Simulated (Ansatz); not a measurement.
## Single-point calculation, with input and output: Mg3O2

- system: Mg3O2 (P321, 5 atoms in the cell)
- method: DFT PBE, scalar-relativistic, plane waves, PAW, no spin polarisation (Ansatz 0.2.0)

The structure was made by swapping elements on the sites of another compound; it need not be a known phase. It belongs to a series of runs on one base structure; here: anti-La2O3 type (P321, No. 150). Figures and captions count atoms from 1; the log counts them from 0 in places.

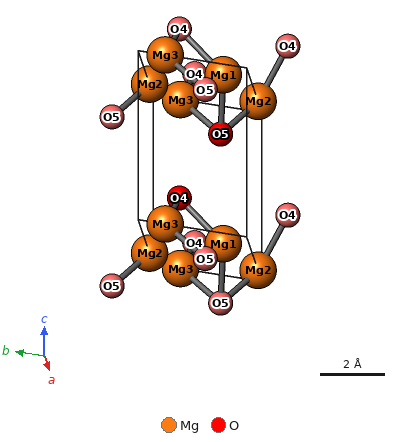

The input geometry (ball-and-stick view of the cell of the calculation, seen at an oblique angle; neighbours outside the cell are drawn fainter; atoms are numbered from 1 in the order of the input).

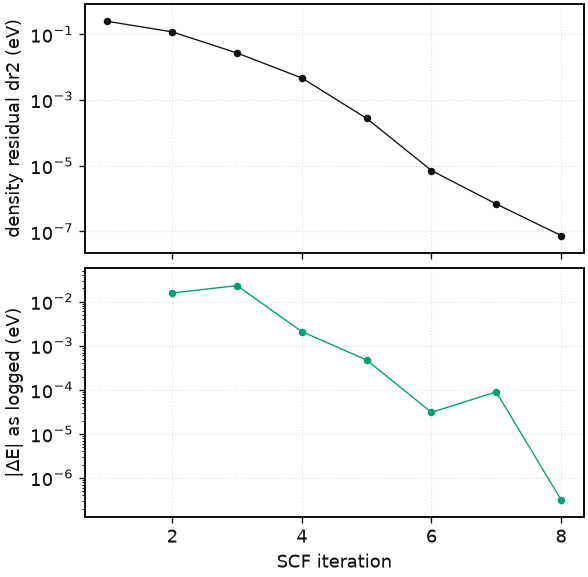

Convergence of the self-consistent field: density residual dr2 and size of the energy change against the SCF iteration. The residual falls at every step.

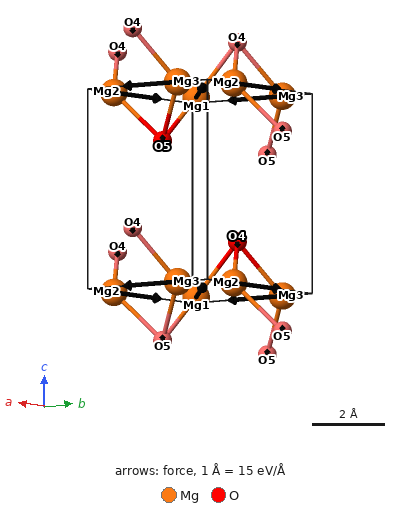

Forces on the atoms as black arrows (ball-and-stick view of the cell of the calculation, seen at an oblique angle; neighbours outside the cell are drawn fainter; atoms are numbered from 1 in the order of the input). The largest act on all 3 Mg atoms (25.74 eV/Å). The geometry is not a stationary point of this energy.

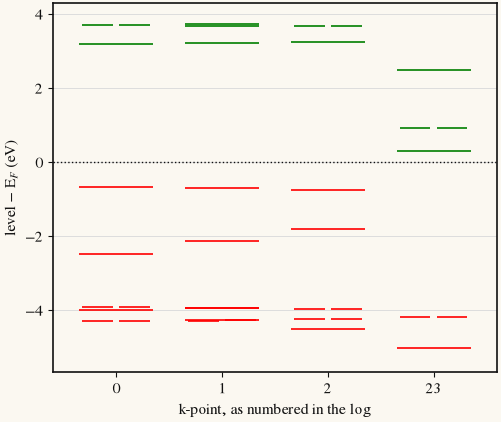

Kohn–Sham levels near the Fermi level (dotted) at the few k-points that the log prints; levels within 0.02 eV of each other stand side by side. The system is metallic on the full mesh.

The input and output of the run follow.

**Input file**
```yaml
crystal:
  lattice:
    - [3.6735344816, 0.0, 0.0]
    - [-1.8367672408, 3.1813741828, 0.0]
    - [0.0, 0.0, 5.7206184793]
  atoms:
    - { symbol: Mg, position: [0.25, 0.25, 0.0] }
    - { symbol: Mg, position: [0.75, 0.0, 0.0] }
    - { symbol: Mg, position: [0.0, 0.75, 0.0] }
    - { symbol: O, position: [0.3333333333, 0.6666666667, 0.25] }
    - { symbol: O, position: [0.6666666667, 0.3333333333, 0.75] }
basis:
  ecutwfc: 420
kpoints:
  mp_grid: { grid: [6, 6, 4] }
hamiltonian:
  xc: pbe
scf:
  occupations: { method: gaussian, width: 0.1 }
  lower_state_search: "off"
output:
  forces: true
  stress: true
  eigenvalues: true
```

Launch command:
```bash
ansatz run input.yaml --threads 1 --pin off --max-ram 2560MiB --backend cpu --events-out ev --progress --plain --runs-dir out
```

**What the program printed**
```
Engine: ansatz 0.2.0, x86_64-unknown-linux-gnu
Pseudopotentials: kind: paw
Pseudopotential: Mg, paw, valence charge 10, recommended cutoff 420 eV (normal), Mg.paw.azcp
Pseudopotential: O, paw, valence charge 6, recommended cutoff 420 eV (normal), O.paw.azcp
Functional definition: PBE
  parameter kappa = 0.804
  parameter beta = 0.06672455060314922
  exchange = pbe_x(kappa = kappa, mu = beta*pi^2/3)
  correlation = pbe_c(beta = beta)
Crystal: 5 atoms, lattice volume = 66.856 Å³
Basis set: ecut = 420 eV, 1315 PW (Γ), exchange–correlation on 50×50×80 points (8 copies of the dense FFT grid, shifted against one another)
Bands: 26, of which v1, the nominal top of the filled ones, is band 21 counted from 1 (20 counted from 0)
Symmetry: 6 space group operations
Space group: P321 (ITA 150), of the structure as read, at distance tolerance 4.1e-5 Å
k-points: 24 of 144 (time reversal used)
Non-local potential: Mg, projectors of the file, l = 0: 3, l = 1: 2, l = 2: 1
Non-local potential: O, projectors of the file, l = 0: 2, l = 1: 2, l = 2: 1
PAW form: soft (Blöchl's): semilocal exchange-correlation on the pseudo side does not see the compensation charge
PAW one-centre angular grid: Mg, 110 points (default); XC on 64 Gauss nodes
PAW one-centre angular grid: O, 110 points (default); XC on 64 Gauss nodes
Initial density: superposition of atomic densities (neutral atoms: chi_scale 0, normalization atom), corrected by the library's trained network
Initial wavefunctions: pseudopotential atomic-orbital guess
Functional: x = pbe(κ = 0.804, μ = 0.2195149727645171), c = pbe(β = 0.06672455060314922)
SCF iter   1: F=—  HF=-6881.603161 eV  |F-HF|=—  |Δ(HF+E_count)|=         —  Δρ=2.05e-2  dr2=2.45e-1  ethr=1.77e-3  ⟨swp⟩=8.4  Hψ=3657  notcnv=0
preconditioner: auto → LDOS  [metal: Δε(μ)=0.017 eV  Ē_g=10.525 eV  σ=0.100 eV  W_gap=0.09  n_scr=22 (ndim 8)  ℏωp=19.3 eV  f_vac=0.243  D(μ)=4.82/eV (n_scr^D=54)  β→1.0]
SCF iter   2: F=—  HF=-6881.618855 eV  |F-HF|=—  |Δ(HF+E_count)|=   1.57e-2  Δρ=1.19e-2  dr2=1.17e-1  ethr=5.83e-4  ⟨swp⟩=3.0  Hψ=1356  notcnv=0  defer=14
SCF iter   3: F=—  HF=-6881.595802 eV  |F-HF|=—  |Δ(HF+E_count)|=   2.31e-2  Δρ=5.85e-3  dr2=2.67e-2  ethr=2.80e-4  ⟨swp⟩=3.0  Hψ=1178  notcnv=0  defer=14
SCF iter   4: F=—  HF=-6881.593715 eV  |F-HF|=—  |Δ(HF+E_count)|=   2.09e-3  Δρ=2.28e-3  dr2=4.63e-3  ethr=6.37e-5  ⟨swp⟩=2.0  Hψ=782  notcnv=0  defer=14
SCF iter   5: F=—  HF=-6881.593242 eV  |F-HF|=—  |Δ(HF+E_count)|=   4.73e-4  Δρ=5.77e-4  dr2=2.74e-4  ethr=1.10e-5  ⟨swp⟩=1.9  Hψ=683  notcnv=0  defer=14
SCF iter   6: F=—  HF=-6881.593272 eV  |F-HF|=—  |Δ(HF+E_count)|=   3.08e-5  Δρ=1.06e-4  dr2=7.12e-6  ethr=6.53e-7  ⟨swp⟩=2.0  Hψ=775  notcnv=0  defer=14
SCF iter   7: F=—  HF=-6881.593183 eV  |F-HF|=—  |Δ(HF+E_count)|=   8.93e-5  Δρ=3.02e-5  dr2=6.83e-7  ethr=1.69e-8  ⟨swp⟩=2.1  Hψ=1062  notcnv=0  defer=14
SCF iter   8: F=-6881.593183 eV  HF=-6881.593183 eV  |F-HF|=3.78e-8  |Δ(HF+E_count)|=   3.19e-7  Δρ=1.17e-5  dr2=7.51e-8  ethr=2.38e-10  ⟨swp⟩=10.6  Hψ=3303  notcnv=0
SCF 1 converged in 8 iterations: F = -6881.593183 eV  dr2 = 7.51e-8
  greatest PAW one-centre occupation: 1.006 electrons in one spin orbital (limit 2), on the Mg atom at site 2 (counted from 0), in its partial waves of l = 1
SCF converged after 8 iterations
Free energy (F): -6881.593183 eV
Harris-Foulkes:  -6881.593183 eV  (|F-HF|=3.78e-8)
Internal energy: -6881.577389 eV  (E = F + TS)
E sigma→0 (E₀):  -6881.585286 eV
Entropy (-TS):   -0.015794 eV (-3.159 meV/atom)
Fermi energy:    7.409372 eV
--- Per-component energies (eV) ---
  E_band       = -1160.260468
  E_kinetic    = 595.365275
  E_local      = -7879.389701  (includes V_loc(G=0)·N_el)
  E_nonlocal   = 397.014036
  E_hartree    = 3088.410636
  E_xc         = -243.285001
  E_vxc        = -312.272730  (∫ρ·V_xc dr)
  E_paw        = -1185.331711  (= ΣΔE_a)
  E_vpaw       = -137.806378  (= ΣTr[D̂ρ^β])
  E_aug_tail   = 0.004645  (compensation charges beyond the density's cutoff)
  E_ewald      = -1654.365569
  E_smearing   = -0.015794  (= −TS)
  E_closure    = -0.000000  (closes the sum)
  Σ components = -6881.593183   (vs F -6881.593183, Δ=0.00e0)
--- Forces (eV/Å), atoms counted from 1 ---
  atom   1  Mg    12.87083822    22.29294574    -0.00000000
  atom   2  Mg   -25.74167645    -0.00000000     0.00000000
  atom   3  Mg    12.87083822   -22.29294574     0.00000000
  atom   4  O      0.00000000    -0.00000000    -2.68757682
  atom   5  O     -0.00000000    -0.00000000     2.68757682
  max |Σ_I F_I| component: 2.78e-17 eV/Å
--- Stress (GPa, compression-positive) ---
      133.729080       0.000000       0.000000
        0.000000     133.729080      -0.000000
        0.000000      -0.000000     -18.284810
  P = ⅓ Tr σ = 83.0578 GPa (830.578 kbar)
--- Band table (eV; the first three rows and the last of 24) ---
  k-point 0: bands = ["-74.2019", "-72.6076", "-72.6076", "-42.3308", "-40.7656", "-40.7656", "-39.8488", "-39.0427", "-39.0427", "-38.7946", "-38.5894", "-38.5894", "-11.9420", "-11.4194", "-0.1304", "3.1244", "3.1244", "3.4155", "3.4798", "3.4798", "4.9082", "6.7337", "10.5966", "11.1142", "11.1142", "12.5076"]
  k-point 1: bands = ["-74.2019", "-72.6076", "-72.6076", "-42.3308", "-40.7656", "-40.7656", "-39.8488", "-39.0427", "-39.0427", "-38.7946", "-38.5894", "-38.5894", "-11.9173", "-11.4476", "-0.0783", "3.1199", "3.1323", "3.1491", "3.4525", "3.4728", "5.2683", "6.7063", "10.6222", "11.0812", "11.1228", "12.3694"]
  k-point 2: bands = ["-74.2019", "-72.6076", "-72.6076", "-42.3308", "-40.7656", "-40.7656", "-39.8488", "-39.0427", "-39.0427", "-38.7946", "-38.5894", "-38.5894", "-11.8892", "-11.4792", "-0.0224", "2.8872", "3.1589", "3.1589", "3.4444", "3.4444", "5.5878", "6.6550", "10.6479", "11.0900", "11.0900", "12.2775"]
  k-point 23: bands = ["-74.1582", "-72.6317", "-72.6317", "-42.2638", "-40.7152", "-40.7152", "-39.8026", "-39.0670", "-39.0670", "-38.7421", "-38.7421", "-38.6729", "-11.4636", "-11.4636", "1.0403", "1.0661", "1.0661", "2.3724", "3.2226", "3.2226", "7.6946", "8.3136", "8.3136", "9.8841", "12.8517", "13.7470"]
```

**Key numbers**

| quantity | value |
| --- | --- |
| outcome | converged |
| space group (tolerance 0.01 Å) | P321 (150) |
| electrons treated | 42 |
| free energy | −6881.5932 eV |
| Fermi energy | 7.409 eV |
| gap on the k-point mesh | none (metallic) |
| pressure | 83.06 GPa |
| largest force (length of the vector) | 25.742 eV/Å |
| hardware | 1 thread of Intel Xeon @ 2.50GHz (Skylake/Cascade Lake), 192 GiB of memory available, shared host |
| wall time | 6 s |
| peak memory | 0.39 GiB |
